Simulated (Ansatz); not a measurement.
**HfSi$_{15}$ (cell charge +1, with a compensating background) (cell with a defect): density, localisation and related maps**

```cif
data_structure
_symmetry_space_group_name_H-M 'P 1'
_symmetry_Int_Tables_number 1
_cell_length_a 7.7359
_cell_length_b 7.7359
_cell_length_c 7.7359
_cell_angle_alpha 60.000
_cell_angle_beta 60.000
_cell_angle_gamma 60.000
_cell_volume 327.35
loop_
_atom_site_label
_atom_site_type_symbol
_atom_site_fract_x
_atom_site_fract_y
_atom_site_fract_z
_atom_site_occupancy
Hf1 Hf 0.37500 0.37500 0.37500 1
Si1 Si 0.37016 0.87984 0.37016 1
Si2 Si 0.87984 0.37016 0.37016 1
Si3 Si 0.87984 0.87984 0.37016 1
Si4 Si 0.37016 0.37016 0.87984 1
Si5 Si 0.37016 0.87984 0.87984 1
Si6 Si 0.87984 0.37016 0.87984 1
Si7 Si 0.87500 0.87500 0.87500 1
Si8 Si 0.51151 0.51151 0.96548 1
Si9 Si 0.50377 0.99874 0.99874 1
Si10 Si 0.99874 0.50377 0.99874 1
Si11 Si 0.99874 0.99874 0.99874 1
Si12 Si 0.51151 0.51151 0.51151 1
Si13 Si 0.51151 0.96548 0.51151 1
Si14 Si 0.96548 0.51151 0.51151 1
Si15 Si 0.99874 0.99874 0.50377 1
```

Spin-polarised.

These are results of DFT PBE, scalar-relativistic, plane waves, PAW (Ansatz), not measurements.

Core electrons are frozen (PAW), and the valence fields are smoothed inside the atomic spheres.

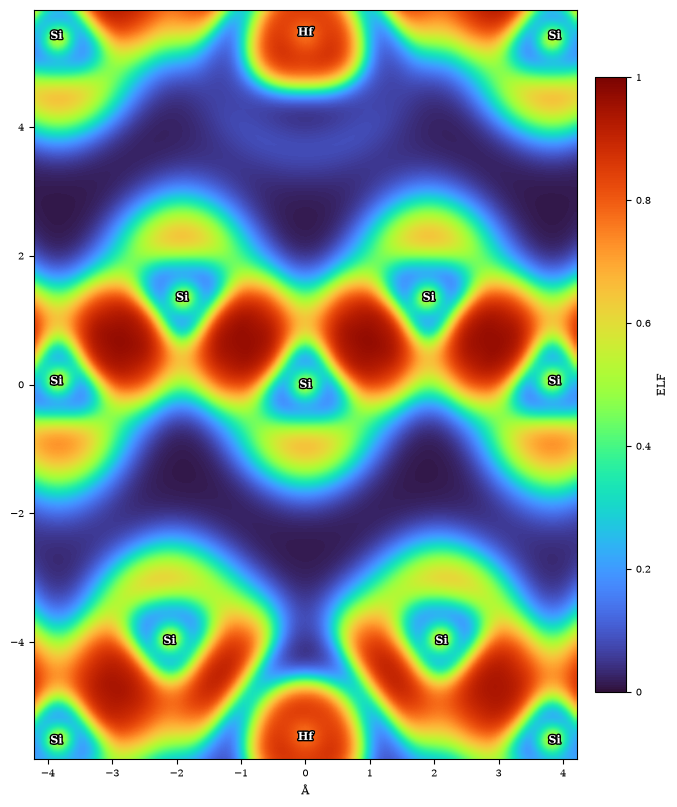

Figure 1. ELF on the (101̄) plane of the calculation cell.

Question: What does the map show?

Answer: The section cuts through Hf and Si sites.
Si–Si (2.34 Å): the ELF peaks at about 0.95 between the atoms.
Hf–Si (2.59 Å): the ELF peaks at about 0.90 in the valence shell of Si, 0.9 Å from its nucleus, and is about 0.60 at the midpoint.
The features right at Hf lie inside the PAW spheres, where the map follows smoothed inner orbitals and isn't to be read closely.

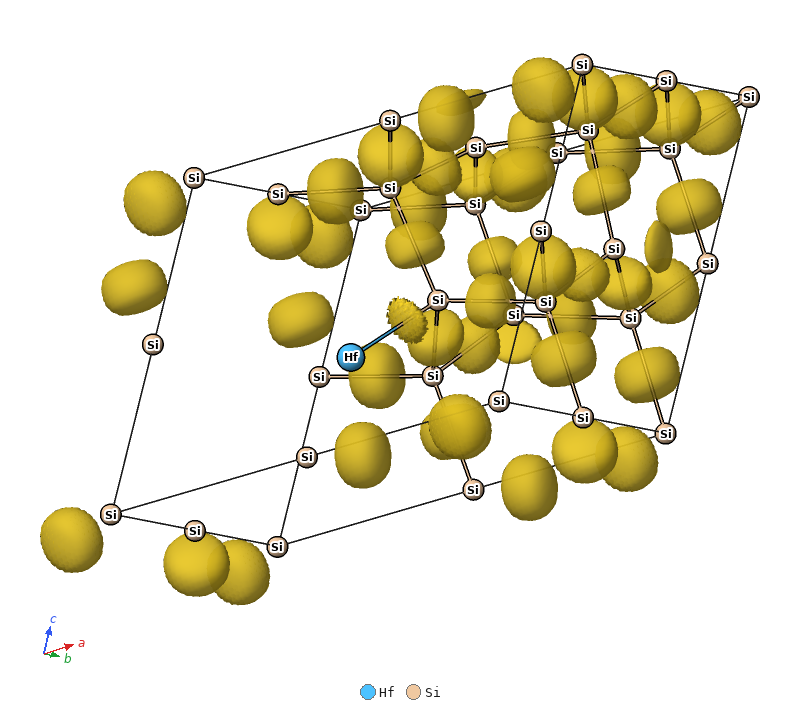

Figure 2. Isosurface of the electron localisation function at 0.85 (yellow), seen at an oblique angle. Only the valence region is drawn (cores and ρ < 0.01 e/Å³ removed). Sticks mark near contacts.

Question: Identify the bonds, lone pairs and shells in this picture.

Answer: At this value the surface marks out 28 regions between bonded Si–Si atoms and four lobes of the valence shell of Si pointing towards Hf (polar bonds), counted in one cell of 16 atoms. Regions shared between cells count once.

Question: Metal or insulator at this level of theory?

Answer: It is gapless in this calculation (a metal or semimetal).
